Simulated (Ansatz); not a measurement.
Run report: AlNi, geometry relaxation (part 3 of 3)

Continued. System: AlNi (slab, 32 atoms in the cell). Method: DFT PBE+D3(BJ), scalar-relativistic, plane waves, PAW, no spin polarisation (Ansatz 0.2.0); cutoff 420 eV, 5×4×1 k-mesh, Gaussian smearing of 0.1 eV. The structure derives from an entry of the Crystallography Open Database. The input holds or restrains some coordinates.

**Output, continued**
```
  k-point 8: bands = ["-101.4221", "-101.4221", "-101.4217", "-101.4217", "-101.3806", "-101.3806", "-101.3801", "-101.3801", "-101.0666", "-101.0666", "-101.0661", "-101.0661", "-100.9832", "-100.9832", "-100.9827", "-100.9827", "-61.8478", "-61.8478", "-61.8464", "-61.8464", "-61.8458", "-61.8458", "-61.8401", "-61.8401", "-61.8224", "-61.8224", "-61.8217", "-61.8217", "-61.7976", "-61.7976", "-61.7969", "-61.7969", "-61.7935", "-61.7935", "-61.7929", "-61.7929", "-61.7918", "-61.7918", "-61.7842", "-61.7842",
      "-61.5945", "-61.5945", "-61.5939", "-61.5939", "-61.5221", "-61.5221", "-61.5215", "-61.5215", "-61.4599", "-61.4599", "-61.4524", "-61.4524", "-61.3866", "-61.3866", "-61.3792", "-61.3792", "-61.3790", "-61.3790", "-61.3784", "-61.3784", "-61.2767", "-61.2767", "-61.2761", "-61.2761", "-7.5176", "-7.5176", "-6.6484", "-6.6484", "-6.1030", "-6.1030", "-5.2941", "-5.2941", "-4.2815", "-4.2815", "-3.7721", "-3.7721", "-3.6451", "-3.6451", "-3.2711", "-3.2711",
      "-2.4289", "-2.4289", "-2.1320", "-2.1320", "-1.9712", "-1.9712", "-1.7414", "-1.7414", "-1.6311", "-1.6311", "-1.4706", "-1.4706", "-1.3589", "-1.3589", "-1.1774", "-1.1774", "-1.1717", "-1.1717", "-1.0882", "-1.0882", "-0.9559", "-0.9559", "-0.9180", "-0.9180", "-0.4779", "-0.4779", "-0.4627", "-0.4627", "-0.4133", "-0.4133", "-0.3404", "-0.3404", "-0.3148", "-0.3148", "-0.2856", "-0.2856", "-0.2518", "-0.2518", "-0.2407", "-0.2407",
      "-0.1817", "-0.1817", "-0.0845", "-0.0845", "-0.0629", "-0.0629", "-0.0167", "-0.0167", "0.0885", "0.0885", "0.1101", "0.1101", "0.1686", "0.1686", "0.1853", "0.1853", "0.1970", "0.1970", "0.2031", "0.2031", "0.2215", "0.2215", "0.2757", "0.2757", "0.3394", "0.3394", "0.3823", "0.3823", "0.4211", "0.4211", "0.4854", "0.4854", "0.6373", "0.6373", "0.7915", "0.7915", "0.8103", "0.8103", "1.0849", "1.0849",
      "1.4589", "1.4589", "1.5076", "1.5076", "1.7647", "1.7647", "1.8562", "1.8562", "2.4627", "2.4627", "2.5520", "2.5520", "2.6411", "2.6411", "2.7741", "2.7741", "3.4000", "3.4000", "4.0814", "4.0814", "4.5669", "4.5669", "5.3699", "5.3699", "5.5585", "5.5585", "5.8253", "5.8253", "5.9430", "5.9430", "6.2139", "6.2139", "6.2656", "6.2656", "6.8164", "6.8164", "7.1833", "7.1833", "7.2938", "7.2938",
      "7.4015", "7.4015"]
--- Relaxed structure (4 steps of the walk, 4 accepted, 0 SCFs on fresh bases) ---
  F+E_penalty+E_count = -102057.82114563 eV   max|allowed force component| = 2.152e-2 eV/Å
  atoms:
    - { symbol: Al, position: [0.0, 0.25000000000000006, 0.3685795148] }
    - { symbol: Al, position: [0.0, 0.7500000000000001, 0.3685795148] }
    - { symbol: Al, position: [0.5, 0.25000000000000006, 0.3685795148] }
    - { symbol: Al, position: [0.5, 0.7500000000000001, 0.3685795148] }
    - { symbol: Ni, position: [0.25, 0.5000000000000001, 0.3685795148] }
    - { symbol: Ni, position: [0.25, 0.0, 0.3685795148] }
    - { symbol: Ni, position: [0.7500000000000001, 0.5000000000000001, 0.3685795148] }
    - { symbol: Ni, position: [0.7500000000000001, 0.0, 0.3685795148] }
    - { symbol: Al, position: [0.0, 0.5000000000000001, 0.4561931716] }
    - { symbol: Al, position: [0.0, 0.0, 0.4561931716] }
    - { symbol: Al, position: [0.5, 0.5000000000000001, 0.4561931716] }
    - { symbol: Al, position: [0.5, 0.0, 0.4561931716] }
    - { symbol: Ni, position: [0.25, 0.7500000000000001, 0.4561931716] }
    - { symbol: Ni, position: [0.25, 0.25000000000000006, 0.4561931716] }
    - { symbol: Ni, position: [0.7500000000000001, 0.7500000000000001, 0.4561931716] }
    - { symbol: Ni, position: [0.7500000000000001, 0.25000000000000006, 0.4561931716] }
    - { symbol: Al, position: [6.740093928058224e-35, 0.7500000000000001, 0.5443291029119962] }
    - { symbol: Al, position: [2.3169072877700146e-35, 0.25000000000000006, 0.5443291029119962] }
    - { symbol: Al, position: [0.5, 0.7500000000000001, 0.5443291029119962] }
    - { symbol: Al, position: [0.5, 0.25000000000000006, 0.5443291029119962] }
    - { symbol: Ni, position: [0.25, 4.579795570690829e-35, 0.5428304059637323] }
    - { symbol: Ni, position: [0.25, 0.5000000000000001, 0.5428304059637323] }
    - { symbol: Ni, position: [0.7500000000000001, 4.914902563668206e-35, 0.5428304059637323] }
    - { symbol: Ni, position: [0.7500000000000001, 0.5000000000000001, 0.5428304059637323] }
    - { symbol: Al, position: [9.436131499281514e-34, 1.5489389897621014e-34, 0.6361955231730742] }
    - { symbol: Al, position: [4.718065749640757e-34, 0.5000000000000001, 0.6361955231730742] }
    - { symbol: Al, position: [0.5, 1.6680881428207246e-34, 0.6361955231730742] }
    - { symbol: Al, position: [0.5, 0.5000000000000001, 0.6361955231730742] }
    - { symbol: Ni, position: [0.25, 0.25000000000000006, 0.6282050958532451] }
    - { symbol: Ni, position: [0.25, 0.7500000000000001, 0.6282050958532451] }
    - { symbol: Ni, position: [0.7500000000000001, 0.25000000000000006, 0.6282050958532451] }
    - { symbol: Ni, position: [0.7500000000000001, 0.7500000000000001, 0.6282050958532451] }
```

**Trajectory as extended XYZ (Å, eV, eV/Å), 3 of the 4 frames kept, from step=1 to step=4**
```
32
Lattice="5.7148 0.0000 0.0000 0.0000 8.0820 0.0000 0.0000 0.0000 23.0615" Properties=species:S:1:pos:R:3:forces:R:3 step=1 energy=-102057.58030
Al    0.0000    2.0205    8.5000    0.0000   0.0000  -0.6154
Al    0.0000    6.0615    8.5000    0.0000   0.0000  -0.6154
Al    2.8574    2.0205    8.5000    0.0000   0.0000  -0.6154
Al    2.8574    6.0615    8.5000    0.0000   0.0000  -0.6154
Ni    1.4287    4.0410    8.5000    0.0000   0.0000   0.5432
Ni    1.4287    0.0000    8.5000    0.0000   0.0000   0.5432
Ni    4.2861    4.0410    8.5000    0.0000   0.0000   0.5432
Ni    4.2861    0.0000    8.5000    0.0000   0.0000   0.5432
Al    0.0000    4.0410   10.5205    0.0000   0.0000  -0.3408
Al    0.0000    0.0000   10.5205    0.0000   0.0000  -0.3408
Al    2.8574    4.0410   10.5205    0.0000   0.0000  -0.3408
Al    2.8574    0.0000   10.5205    0.0000   0.0000  -0.3408
Ni    1.4287    6.0615   10.5205    0.0000   0.0000   0.4039
Ni    1.4287    2.0205   10.5205    0.0000   0.0000   0.4039
Ni    4.2861    6.0615   10.5205    0.0000   0.0000   0.4039
Ni    4.2861    2.0205   10.5205    0.0000   0.0000   0.4039
Al    0.0000    6.0615   12.5410    0.0000   0.0000   0.3408
Al    0.0000    2.0205   12.5410    0.0000   0.0000   0.3408
Al    2.8574    6.0615   12.5410    0.0000   0.0000   0.3408
Al    2.8574    2.0205   12.5410    0.0000   0.0000   0.3408
Ni    1.4287    0.0000   12.5410    0.0000   0.0000  -0.4039
Ni    1.4287    4.0410   12.5410    0.0000   0.0000  -0.4039
Ni    4.2861    0.0000   12.5410    0.0000   0.0000  -0.4039
Ni    4.2861    4.0410   12.5410    0.0000   0.0000  -0.4039
Al    0.0000    0.0000   14.5615    0.0000   0.0000   0.6154
Al    0.0000    4.0410   14.5615    0.0000   0.0000   0.6154
Al    2.8574    0.0000   14.5615    0.0000   0.0000   0.6154
Al    2.8574    4.0410   14.5615    0.0000   0.0000   0.6154
Ni    1.4287    2.0205   14.5615    0.0000   0.0000  -0.5433
Ni    1.4287    6.0615   14.5615    0.0000   0.0000  -0.5433
Ni    4.2861    2.0205   14.5615    0.0000   0.0000  -0.5433
Ni    4.2861    6.0615   14.5615    0.0000   0.0000  -0.5433
32
Lattice="5.7148 0.0000 0.0000 0.0000 8.0820 0.0000 0.0000 0.0000 23.0615" Properties=species:S:1:pos:R:3:forces:R:3 step=3 energy=-102057.81911
Al    0.0000    2.0205    8.5000    0.0000   0.0000  -0.6164
Al    0.0000    6.0615    8.5000    0.0000   0.0000  -0.6164
Al    2.8574    2.0205    8.5000    0.0000   0.0000  -0.6164
Al    2.8574    6.0615    8.5000    0.0000   0.0000  -0.6164
Ni    1.4287    4.0410    8.5000    0.0000   0.0000   0.5394
Ni    1.4287    0.0000    8.5000    0.0000   0.0000   0.5394
Ni    4.2861    4.0410    8.5000    0.0000   0.0000   0.5394
Ni    4.2861    0.0000    8.5000    0.0000   0.0000   0.5394
Al    0.0000    4.0410   10.5205    0.0000   0.0000  -0.3617
Al    0.0000    0.0000   10.5205    0.0000   0.0000  -0.3617
Al    2.8574    4.0410   10.5205    0.0000   0.0000  -0.3617
Al    2.8574    0.0000   10.5205    0.0000   0.0000  -0.3617
Ni    1.4287    6.0615   10.5205    0.0000   0.0000   0.4296
Ni    1.4287    2.0205   10.5205    0.0000   0.0000   0.4296
Ni    4.2861    6.0615   10.5205    0.0000   0.0000   0.4296
Ni    4.2861    2.0205   10.5205    0.0000   0.0000   0.4296
Al    0.0000    6.0615   12.5498    0.0000   0.0000  -0.0208
Al    0.0000    2.0205   12.5498    0.0000   0.0000  -0.0208
Al    2.8574    6.0615   12.5498    0.0000   0.0000  -0.0208
Al    2.8574    2.0205   12.5498    0.0000   0.0000  -0.0208
Ni    1.4287    0.0000   12.5223    0.0000   0.0000  -0.0506
Ni    1.4287    4.0410   12.5223    0.0000   0.0000  -0.0506
Ni    4.2861    0.0000   12.5223    0.0000   0.0000  -0.0506
Ni    4.2861    4.0410   12.5223    0.0000   0.0000  -0.0506
Al    0.0000    0.0000   14.6635    0.0000   0.0000   0.0162
Al    0.0000    4.0410   14.6635    0.0000   0.0000   0.0162
Al    2.8574    0.0000   14.6635    0.0000   0.0000   0.0162
Al    2.8574    4.0410   14.6635    0.0000   0.0000   0.0162
Ni    1.4287    2.0205   14.4734    0.0000   0.0000   0.0645
Ni    1.4287    6.0615   14.4734    0.0000   0.0000   0.0645
Ni    4.2861    2.0205   14.4734    0.0000   0.0000   0.0645
Ni    4.2861    6.0615   14.4734    0.0000   0.0000   0.0645
32
Lattice="5.7148 0.0000 0.0000 0.0000 8.0820 0.0000 0.0000 0.0000 23.0615" Properties=species:S:1:pos:R:3:forces:R:3 step=4 energy=-102057.82115
Al    0.0000    2.0205    8.5000    0.0000   0.0000  -0.6157
Al    0.0000    6.0615    8.5000    0.0000   0.0000  -0.6157
Al    2.8574    2.0205    8.5000    0.0000   0.0000  -0.6157
Al    2.8574    6.0615    8.5000    0.0000   0.0000  -0.6157
Ni    1.4287    4.0410    8.5000    0.0000   0.0000   0.5410
Ni    1.4287    0.0000    8.5000    0.0000   0.0000   0.5410
Ni    4.2861    4.0410    8.5000    0.0000   0.0000   0.5410
Ni    4.2861    0.0000    8.5000    0.0000   0.0000   0.5410
Al    0.0000    4.0410   10.5205    0.0000   0.0000  -0.3659
Al    0.0000    0.0000   10.5205    0.0000   0.0000  -0.3659
Al    2.8574    4.0410   10.5205    0.0000   0.0000  -0.3659
Al    2.8574    0.0000   10.5205    0.0000   0.0000  -0.3659
Ni    1.4287    6.0615   10.5205    0.0000   0.0000   0.4366
Ni    1.4287    2.0205   10.5205    0.0000   0.0000   0.4366
Ni    4.2861    6.0615   10.5205    0.0000   0.0000   0.4366
Ni    4.2861    2.0205   10.5205    0.0000   0.0000   0.4366
Al    0.0000    6.0615   12.5531    0.0000   0.0000   0.0215
Al    0.0000    2.0205   12.5531    0.0000   0.0000   0.0215
Al    2.8574    6.0615   12.5531    0.0000   0.0000   0.0215
Al    2.8574    2.0205   12.5531    0.0000   0.0000   0.0215
Ni    1.4287    0.0000   12.5185    0.0000   0.0000   0.0007
Ni    1.4287    4.0410   12.5185    0.0000   0.0000   0.0007
Ni    4.2861    0.0000   12.5185    0.0000   0.0000   0.0007
Ni    4.2861    4.0410   12.5185    0.0000   0.0000   0.0007
Al    0.0000    0.0000   14.6716    0.0000   0.0000  -0.0099
Al    0.0000    4.0410   14.6716    0.0000   0.0000  -0.0099
Al    2.8574    0.0000   14.6716    0.0000   0.0000  -0.0099
Al    2.8574    4.0410   14.6716    0.0000   0.0000  -0.0099
Ni    1.4287    2.0205   14.4874    0.0000   0.0000  -0.0083
Ni    1.4287    6.0615   14.4874    0.0000   0.0000  -0.0083
Ni    4.2861    2.0205   14.4874    0.0000   0.0000  -0.0083
Ni    4.2861    6.0615   14.4874    0.0000   0.0000  -0.0083
```

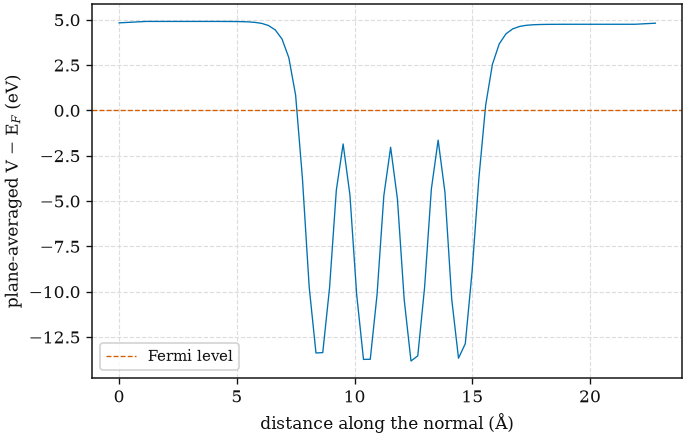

Plane average of the electrostatic potential energy of an electron across the cell, from the Fermi level. The vacuum level lies 4.75 eV above the Fermi level on the upper side and 4.91 eV on the lower.

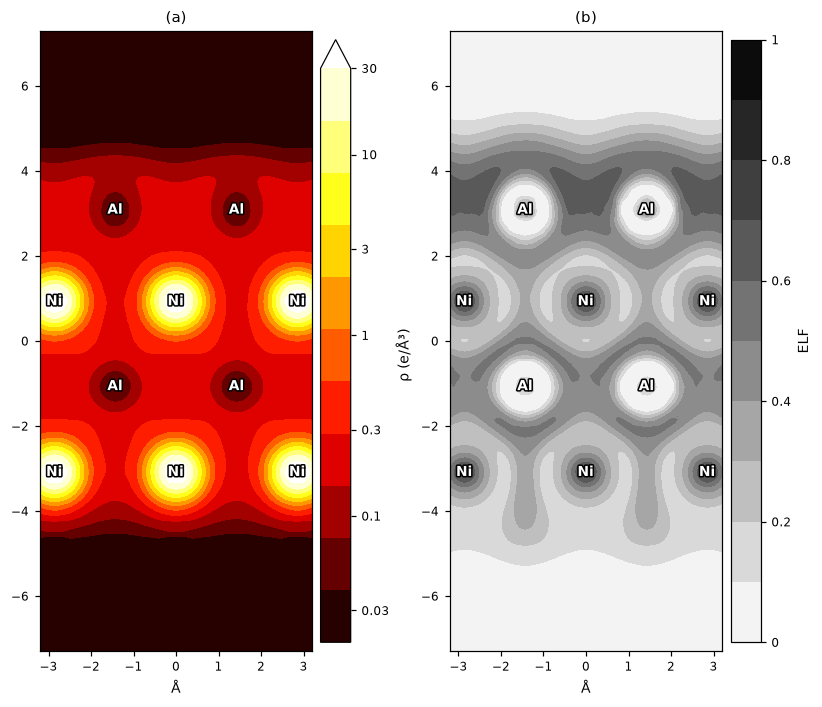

(a) valence electron density; (b) electron localisation function on the (010) plane of the calculation cell, a cut from vacuum to vacuum. Atoms in the plane: Ni and Al. Al–Ni (2.47 Å): ρ at the midpoint is about 0.31 e/Å³; the ELF is about 0.40 at the midpoint (metallic bonding. The density dies away to nearly zero in the vacuum. The strong features right at Ni lie inside the PAW spheres (semicore, d or f shells) and say nothing about bonding. In a PAW calculation such maps are meaningful between the atoms, not at the nuclei.

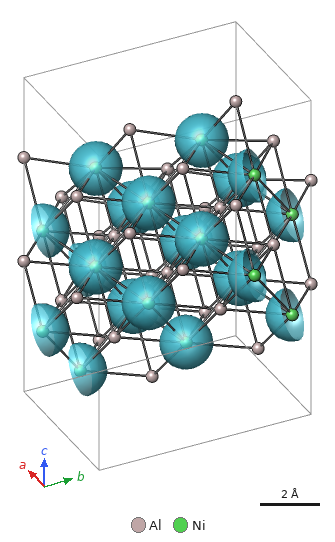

Isosurface of the valence pseudo-density at 0.6 e/Å³ (cyan), seen at an oblique angle. Sticks mark near contacts. At this value the density breaks into separate islands; it holds about 75 % of the electrons treated as valence (semicore included). It is pinched off along the Al–Ni (2.40 Å), Ni–Ni (2.82 Å), Al–Ni (2.46 Å) and Al–Ni (2.58 Å) contacts. On the grid the lowest density along these lines, outside the cores, is 0.28 e/Å³ (Al–Ni, 2.40 Å), 0.25 e/Å³ (Ni–Ni, 2.82 Å), 0.26 e/Å³ (Al–Ni, 2.46 Å) and 0.22 e/Å³ (Al–Ni, 2.58 Å).

**Results in brief**

- outcome: converged under the restraints of the input
- electrons treated: 336
- free energy: −102057.8211 eV
- work function, top face: 4.75 eV
- work function, bottom face: 4.91 eV
- Fermi energy: 1.944 eV
- gap on the k-point mesh: none (metallic)
- final volume: 1065.15 Å³
- work function (upper face): 4.75 eV
- largest force (length of the vector) at the end, held atoms and coordinates included: 0.616 eV/Å
- wall time: 5.2 min (CPU time 20 min)
- peak memory: 4.3 GiB

**Notes**

The program warns: the exchange-correlation potential is rough where the density is thin. The run has no spin polarisation, so a magnetic state may lie lower.
